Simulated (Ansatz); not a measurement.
# Ni (fcc): which electronic and magnetic state is lowest

Which start takes Ni (fcc) lowest in energy?

Program: Ansatz 0.2.0. Level of theory: DFT PBEsol, scalar-relativistic, plane waves, PAW. These are calculated values, not measurements.

### Step 1. The system as given

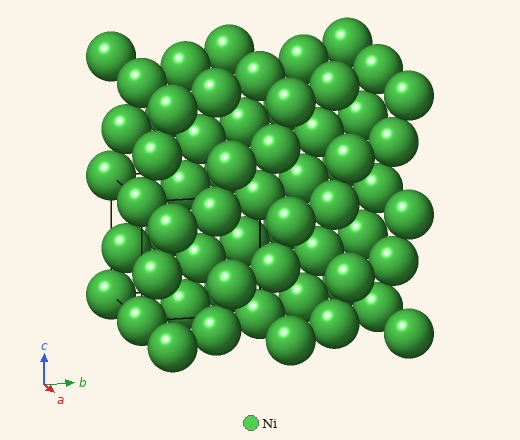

The starting structure, seen slightly off an axis (nickel green). 2×2×2 cells are drawn. Atoms on the faces are drawn again on the opposite ones. The cell drawn here is the conventional one.

As a file:

```
Ni
1.0
     0.00000    1.76000    1.76000
     1.76000    0.00000    1.76000
     1.76000    1.76000    0.00000
Ni
1
Direct
  0.00000 0.00000 0.00000
```

The cell is the measured one, not relaxed. At PBEsol, an earlier run found -10.35 GPa for this cell of 10.904 Å³/atom (16×16×16 mesh), no gap, moments in the atoms' spheres Ni 0.64 μB. The cell is stretched at this level.

### Step 2. No spin polarisation

File input.yaml:

```yaml
crystal:
  lattice:
    - [0.0, 1.7600025826, 1.7600025826]
    - [1.7600025826, 0.0, 1.7600025826]
    - [1.7600025826, 1.7600025826, 0.0]
  atoms:
    - { symbol: Ni, position: [0.0, 0.0, 0.0] }
basis:
  ecutwfc: 420
  ecutrho_ratio: 4
kpoints:
  mp_grid: { grid: [16, 16, 16] }
hamiltonian:
  xc: pbesol
scf:
  occupations: { method: gaussian, width: 0.05 }
output:
  forces: true
  stress: true
  eigenvalues: true
```

Command:

```console
$ ansatz run input.yaml --threads 4 --pin off --max-ram 9216MiB --backend cpu --events-out ev --progress --plain --runs-dir out
```

Standard output, cut to the lines that bear on the results:

```text
Warning: RAYON_NUM_THREADS=4 ignored (pool sized by the plan → 4); use --threads N
[...]
Pseudopotentials: kind: paw
Pseudopotential: Ni, paw, valence charge 18, recommended cutoff 420 eV (normal), Ni.paw.azcp
Functional definition: PBEsol
[...]
Crystal: 1 atoms, lattice volume = 10.904 Å³
Basis set: ecut = 420 eV, 181 PW (Γ), exchange–correlation on 36×36×36 points (8 copies of the dense FFT grid, shifted against one another)
Bands: 13, of which v1, the nominal top of the filled ones, is band 9 counted from 1 (8 counted from 0)
Symmetry: 48 space group operations
Space group: Fm-3m (ITA 225), of the structure as read, at distance tolerance 2.2e-5 Å
k-points: 145 of 4096
[...]
SCF iter   1: F=—  HF=-5804.904312 eV  |F-HF|=—  |Δ(HF+E_count)|=         —  Δρ=2.64e-2  dr2=3.98e-2  ethr=1.77e-3  ⟨swp⟩=5.7  Hψ=10311  notcnv=0
[...]
SCF iter   6: F=-5804.896214 eV  HF=-5804.896214 eV  |F-HF|=0.00e0  |Δ(HF+E_count)|=  8.37e-10  Δρ=8.03e-7  dr2=3.72e-11  ethr=1.84e-11  ⟨swp⟩=2.1  Hψ=5717  notcnv=0
[...]
SCF converged after 6 iterations
Free energy (F): -5804.896214 eV
[...]
E sigma→0 (E₀):  -5804.893273 eV
Entropy (-TS):   -0.005883 eV (-5.883 meV/atom)
Fermi energy:    17.752994 eV
[...]
--- Forces (eV/Å), atoms counted from 1 ---
  atom   1  Ni     0.00000000    -0.00000000     0.00000000
[...]
--- Stress (GPa, compression-positive) ---
      -11.270028      -0.000000      -0.000000
       -0.000000     -11.270028       0.000000
       -0.000000       0.000000     -11.270028
  P = ⅓ Tr σ = -11.2700 GPa (-112.700 kbar)
--- Band table (eV; the first three rows and the last of 145) ---
  k-point 0: bands = ["-84.9697", "-45.3807", "-45.3807", "-45.3807", "8.7828", "15.8832", "15.8832", "15.8832", "17.0114", "17.0114", "41.3170", "45.3213", "45.3213"]
[...]
```

Run time: 0.29 s. Hardware: 4 threads of AMD EPYC 9R45 (Zen 5), shared host; peak memory 0.34 GiB.

In short: volume 10.904 Å³/atom, pressure -11.27 GPa, a metal on this mesh.

### Step 3. Antiferromagnetic, doubled cell, propagation vector (0, 0, 1/2)

File input.yaml:

```yaml
crystal:
  lattice:
    - [0.0, 1.7600025826, 1.7600025826]
    - [1.7600025826, 0.0, 1.7600025826]
    - [3.5200051652, 3.5200051652, 0.0]
  atoms:
    - { symbol: Ni, position: [0.0, 0.0, 0.0], spin: 0.8 }
    - { symbol: Ni, position: [0.0, 0.0, 0.5], spin: -0.8 }
basis:
  ecutwfc: 420
  ecutrho_ratio: 4
kpoints:
  mp_grid: { grid: [16, 16, 8] }
hamiltonian:
  xc: pbesol
scf:
  occupations: { method: gaussian, width: 0.05 }
output:
  forces: true
  stress: true
  eigenvalues: true
  populations: true
  write_density: true
  write_potential: true
  elf: true
  volumetric_format: npy
magnetization:
  spin_polarized: true
```

Command:

```console
$ ansatz run input.yaml --threads 4 --pin off --max-ram 9216MiB --backend cpu --events-out ev --progress --plain --runs-dir out
```

Standard output, cut to the lines that bear on the results:

```text
Warning: RAYON_NUM_THREADS=4 ignored (pool sized by the plan → 4); use --threads N
[...]
[... 3 set-up lines as earlier in the session ...]
[...]
Crystal: 2 atoms, lattice volume = 21.807 Å³
Basis set: ecut = 420 eV, 391 PW (Γ), exchange–correlation on 36×36×72 points (8 copies of the dense FFT grid, shifted against one another)
Bands: 23, of which v1, the nominal top of the filled ones, is band 18 counted from 1 (17 counted from 0)
Symmetry: 12 space group operations
Space group: R-3m (ITA 166), of the structure as read, at distance tolerance 2.8e-5 Å
Magnetic group: BNS 166.102 (UNI 1332), of the structure as read, at distance tolerance 2.8e-5 Å
k-points: 213 of 2048
[...]
Starting moments: Σ|m| = 1.6 μB on 2 of 2 sites
Starting magnetic order: antiferromagnet; a translation exchanges its spin sublattices: spin-degenerate at every k-point
[...]
WARN: the starting moments were not kept: 1 of 2 ended reversed and 1 kept their direction, counting a site from 0.1 of the cell's largest site moment. The largest reversed, site 1 (counted from 0, in the order of the report's site_moments_mub), started with -0.8 μB and closes at +6.4e-1 [...]
SCF converged after 2 iterations
Magnetization: 1.2015 μB (18.6008 up, 17.3992 down)
Absolute magnetization: 1.3738 μB (∫|ρ↑−ρ↓|, with the PAW one-centre terms)
Spin contamination: 0.0119 ħ² per cell (⟨S²⟩ above its minimum at these occupations)
Per-site moments (μB) at R_I (Å): [(0.6371211577788959, 1.026720552876395), (0.6371436248736817, 1.026720552876395)]
Free energy (F): -11609.914108 eV
[...]
E sigma→0 (E₀):  -11609.911965 eV
Entropy (-TS):   -0.004286 eV (-2.143 meV/atom)
Fermi energy:    17.962064 eV
[...]
--- Forces (eV/Å), atoms counted from 1 ---
  atom   1  Ni    -0.00000000     0.00000000     0.00000000
  atom   2  Ni     0.00000000     0.00000000     0.00000000
[...]
--- Stress (GPa, compression-positive) ---
      -10.346605      -0.000000       0.000000
       -0.000000     -10.346605       0.000000
        0.000000       0.000000     -10.346605
  P = ⅓ Tr σ = -10.3466 GPa (-103.466 kbar)
--- Band table (eV; the first three rows and the last of 426) ---
[... band rows left out ...]
[...]
--- Löwdin populations: 2 sites ---
  site symbol       q [e]    m [muB]
     0     Ni     17.7753     0.6292
     1     Ni     17.7753     0.6293
  spilling = 0.012483 (of n_electrons = 36.000000)
```

Run time: 18 s. Hardware: 4 threads of AMD EPYC 9R45 (Zen 5), shared host; peak memory 1.1 GiB.

Read off: volume 10.904 Å³/atom, pressure -10.35 GPa, no gap, moments in the atoms' spheres Ni 0.64 μB.

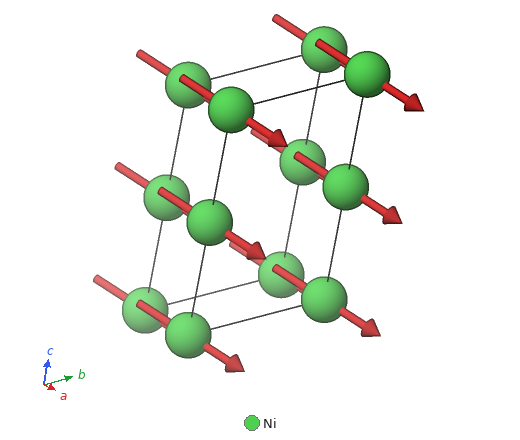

Spin moments on the atoms; the longest arrow is 0.64 μB, and the direction is arbitrary without spin–orbit coupling.

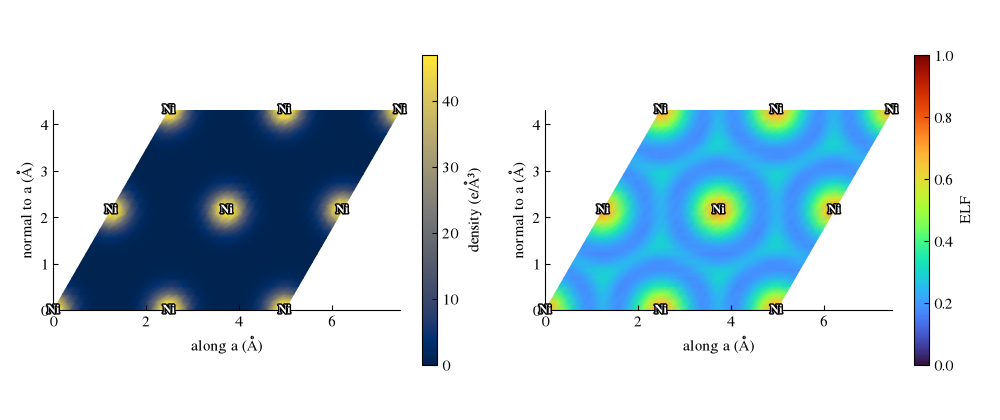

Density (left) and ELF (right) in a lattice plane of the grid's cell (edges 2.49 and 4.98 Å, at 0.000 of the third edge), which holds Ni. Only atoms in the plane are labelled; the density scale stops at 46.88 e/Å³. Both are smooth fields of the valence electrons: close to the nuclei they are not physical.

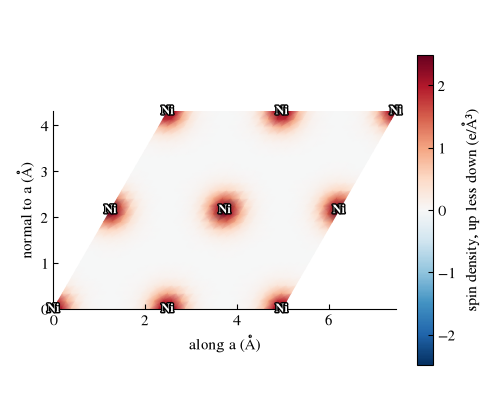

Spin density in a lattice plane of the grid's cell (edges 2.49 and 4.98 Å, at 0.000 of the third edge), which holds Ni.

### Step 4. Antiferromagnetic, doubled cell, propagation vector (0, 1/2, 1/2)

Changes to input.yaml since step 3:

```diff
@@ -3,3 +3,3 @@
     - [0.0, 1.7600025826, 1.7600025826]
-    - [1.7600025826, 0.0, 1.7600025826]
+    - [3.5200051652, 1.7600025826, 1.7600025826]
     - [3.5200051652, 3.5200051652, 0.0]
@@ -22,6 +22,2 @@
   populations: true
-  write_density: true
-  write_potential: true
-  elf: true
-  volumetric_format: npy
 magnetization:
```

Command:

```console
$ ansatz run input.yaml --threads 4 --pin off --max-ram 9216MiB --backend cpu --events-out ev --progress --plain --runs-dir out
```

Standard output, cut to the lines that bear on the results:

```text
Warning: RAYON_NUM_THREADS=4 ignored (pool sized by the plan → 4); use --threads N
[...]
[... 3 set-up lines as earlier in the session ...]
[...]
Crystal: 2 atoms, lattice volume = 21.807 Å³
Basis set: ecut = 420 eV, 403 PW (Γ), FFT grids on a1, a2−a3, −a1+a2, exchange–correlation on 36×36×48 points (8 copies of the dense FFT grid, shifted against one another)
Bands: 23, of which v1, the nominal top of the filled ones, is band 18 counted from 1 (17 counted from 0)
Symmetry: 16 space group operations
Space group: P4/mmm (ITA 123), of the structure as read, at distance tolerance 2.8e-5 Å
Magnetic group: BNS 123.350 (UNI 1010), of the structure as read, at distance tolerance 2.8e-5 Å
k-points: 205 of 2048
[...]
Starting moments: Σ|m| = 1.6 μB on 2 of 2 sites
Starting magnetic order: antiferromagnet; a translation exchanges its spin sublattices: spin-degenerate at every k-point
[...]
WARN: the starting moments were not kept: 1 of 2 ended reversed and 1 kept their direction, counting a site from 0.1 of the cell's largest site moment. The largest reversed, site 1 (counted from 0, in the order of the report's site_moments_mub), started with -0.8 μB and closes at +6.4e-1 [...]
SCF converged after 2 iterations
Magnetization: 1.2015 μB (18.6008 up, 17.3992 down)
Absolute magnetization: 1.3738 μB (∫|ρ↑−ρ↓|, with the PAW one-centre terms)
Spin contamination: 0.0119 ħ² per cell (⟨S²⟩ above its minimum at these occupations)
Per-site moments (μB) at R_I (Å): [(0.6371543449884038, 1.026720552876395), (0.6371117340620144, 1.026720552876395)]
Free energy (F): -11609.914108 eV
[...]
E sigma→0 (E₀):  -11609.911965 eV
Entropy (-TS):   -0.004286 eV (-2.143 meV/atom)
Fermi energy:    17.962070 eV
[...]
--- Forces (eV/Å), atoms counted from 1 ---
  atom   1  Ni     0.00000000     0.00000000    -0.00000000
  atom   2  Ni     0.00000000    -0.00000000    -0.00000000
[...]
--- Stress (GPa, compression-positive) ---
      -10.346696       0.000000       0.000000
        0.000000     -10.346702      -0.000000
        0.000000       0.000000     -10.346702
  P = ⅓ Tr σ = -10.3467 GPa (-103.467 kbar)
--- Band table (eV; the first three rows and the last of 410) ---
[... band rows left out ...]
[...]
--- Löwdin populations: 2 sites ---
  site symbol       q [e]    m [muB]
     0     Ni     17.7753     0.6293
     1     Ni     17.7753     0.6292
  spilling = 0.012483 (of n_electrons = 36.000000)
```

Run time: 18 s. Hardware: 4 threads of AMD EPYC 9R45 (Zen 5), shared host; peak memory 1 GiB.

In short: volume 10.904 Å³/atom, pressure -10.35 GPa, metallic, moments in the atoms' spheres Ni 0.64 μB.

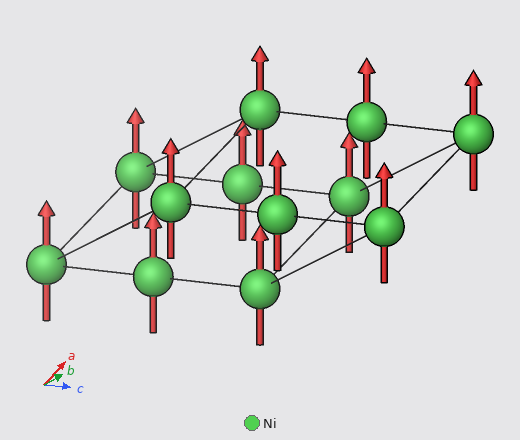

Spin moments on the atoms; the longest arrow is 0.64 μB, and the direction is arbitrary without spin–orbit coupling.

### Step 5. Small parallel starting moments

File input.yaml:

```yaml
crystal:
  lattice:
    - [0.0, 1.7600025826, 1.7600025826]
    - [1.7600025826, 0.0, 1.7600025826]
    - [1.7600025826, 1.7600025826, 0.0]
  atoms:
    - { symbol: Ni, position: [0.0, 0.0, 0.0], spin: 0.5 }
basis:
  ecutwfc: 420
  ecutrho_ratio: 4
kpoints:
  mp_grid: { grid: [16, 16, 16] }
hamiltonian:
  xc: pbesol
scf:
  occupations: { method: gaussian, width: 0.05 }
output:
  forces: true
  stress: true
  eigenvalues: true
  populations: true
magnetization:
  spin_polarized: true
```

Command:

```console
$ ansatz run input.yaml --threads 4 --pin off --max-ram 9216MiB --backend cpu --events-out ev --progress --plain --runs-dir out
```

Standard output, cut to the lines that bear on the results:

```text
Warning: RAYON_NUM_THREADS=4 ignored (pool sized by the plan → 4); use --threads N
[...]
[... 3 set-up lines as earlier in the session ...]
[...]
Crystal: 1 atoms, lattice volume = 10.904 Å³
Basis set: ecut = 420 eV, 181 PW (Γ), exchange–correlation on 36×36×36 points (8 copies of the dense FFT grid, shifted against one another)
Bands: 14, of which v1, the nominal top of the filled ones, is band 9 counted from 1 (8 counted from 0)
[... 2 set-up lines as earlier in the session ...]
Magnetic group: BNS 225.116 (UNI 1618), of the structure as read, at distance tolerance 2.2e-5 Å
k-points: 145 of 4096
[...]
Starting moments: Σ|m| = 0.5 μB on 1 of 1 site
[...]
Absolute magnetization: 0.6869 μB (∫|ρ↑−ρ↓|, with the PAW one-centre terms)
Spin contamination: 0.0060 ħ² per cell (⟨S²⟩ above its minimum at these occupations)
Per-site moments (μB) at R_I (Å): [(0.6371323522905455, 1.026720552876395)]
Free energy (F): -5804.957054 eV
[...]
E sigma→0 (E₀):  -5804.955983 eV
Entropy (-TS):   -0.002143 eV (-2.143 meV/atom)
Fermi energy:    17.962100 eV
[...]
--- Forces (eV/Å), atoms counted from 1 ---
  atom   1  Ni    -0.00000000     0.00000000     0.00000000
[...]
--- Stress (GPa, compression-positive) ---
      -10.347079      -0.000000       0.000000
       -0.000000     -10.347079      -0.000000
       -0.000000      -0.000000     -10.347079
  P = ⅓ Tr σ = -10.3471 GPa (-103.471 kbar)
--- Band table (eV; the first three rows and the last of 290) ---
  k-point 0 ↑: bands = ["-85.3845", "-45.7862", "-45.7862", "-45.7862", "8.7948", "15.5175", "15.5175", "15.5175", "16.7014", "16.7014", "41.3770", "45.3251", "45.3251", "45.3251"]
[...]
--- Löwdin populations: 1 site ---
  site symbol       q [e]    m [muB]
     0     Ni     17.7753     0.6292
  spilling = 0.012483 (of n_electrons = 18.000000)
```

Run time: 1.1 s. Hardware: 4 threads of AMD EPYC 9R45 (Zen 5), shared host; peak memory 0.37 GiB.

This gives: volume 10.904 Å³/atom, pressure -10.35 GPa, no gap, moments in the atoms' spheres Ni 0.64 μB.

### Step 6. The magnetic starts side by side

Energies have the smearing extrapolated to zero.

| start | from the base state (meV/atom) | gap (eV) | pressure (GPa) | moments in spheres (μB) |
| --- | --- | --- | --- | --- |
| ferromagnetic | 0.0 | metal | -10.35 | Ni 0.64 |
| no spin polarisation | 62.7 | metal | -11.27 | none |
| antiferromagnetic, doubled cell, propagation vector (0, 0, 1/2) | 0.0 | metal | -10.35 | Ni 0.64 |
| antiferromagnetic, doubled cell, propagation vector (0, 1/2, 1/2) | 0.0 | metal | -10.35 | Ni 0.64 |
| small parallel starting moments | 0.0 | metal | -10.35 | Ni 0.64 |

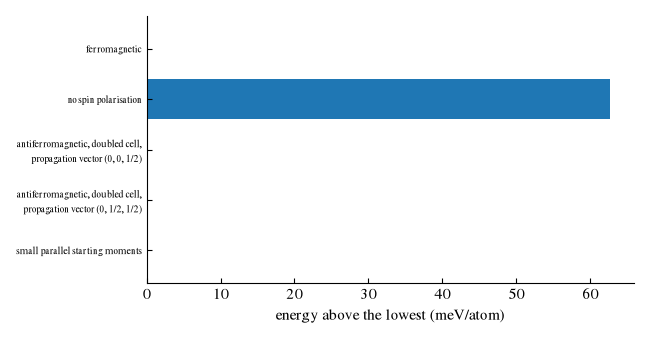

Energy of each magnetic start above the lowest.

Propagation vectors are in units of the typed cell's reciprocal vectors.

### Step 7. Summary of results

| quantity | value |
| --- | --- |
| lowest magnetic start | ferromagnetic |
| next in this table | 62.7 meV/atom higher |

The lowest state comes from the start «ferromagnetic», matched within 0.3 meV/atom by «antiferromagnetic, doubled cell, propagation vector (0, 0, 1/2)», «antiferromagnetic, doubled cell, propagation vector (0, 1/2, 1/2)», «small parallel starting moments»; the next lies 62.7 meV/atom higher and is the one without spin polarisation. The starts «antiferromagnetic, doubled cell, propagation vector (0, 0, 1/2)», «antiferromagnetic, doubled cell, propagation vector (0, 1/2, 1/2)» ended with parallel moments, so the order typed was lost. Only a few orders and starts were tried, so a lower state isn't excluded.
